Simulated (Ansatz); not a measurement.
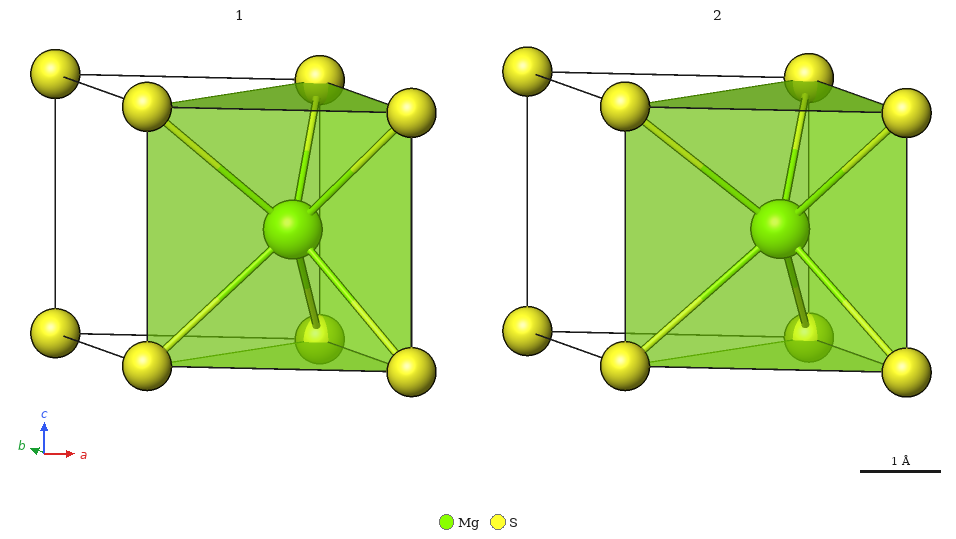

Two geometries of a crystal of MgS (a generated structure, set up in P-6m2) (coarse preliminary run), drawn at one scale. One is the start of a relaxation, the other its converged end. The picture is a polyhedral view of the cell of the calculation, seen slightly off an axis.

Theory: DFT PBE, scalar-relativistic, plane waves, PAW (Ansatz 0.2.0). Set-up: plane-wave cutoff 420 eV; k-point mesh 6 × 6 × 6; occupations gaussian; smearing width 0.1 eV; no spin polarisation; cell and atoms relaxed; force threshold 0.04 eV/Å; at most 70 steps.

**Which geometry has the lower energy?**

Structure 2 is the relaxed one. No atom moves by more than 0.005 Å relative to the cell. The drawn cell changes as follows: a = b 3.391 → 3.610 Å (+6.5 %), c 3.301 → 3.305 Å (+0.1 %); the volume changes by +13.5 %. Some distances before and after: Mg–S 2.561 → 2.660 Å. Among the angles between lasting bonds that change: Mg–S–Mg 80.3° → 76.8°, S–Mg–S 80.3° → 76.8°, S–Mg–S 82.9° → 85.5°. The space group stays P-6m2 (No. 187). The energy falls by 89.6 meV per atom in 3 accepted moves (4 points after the start). All forces vanish by symmetry, so only the cell relaxes. The pressure goes from 10.41 to 0.08 GPa. At 1 point the geometry stayed and the basis and grid were re-selected for the new cell (energy shift of 0.1 meV per atom at most each time).
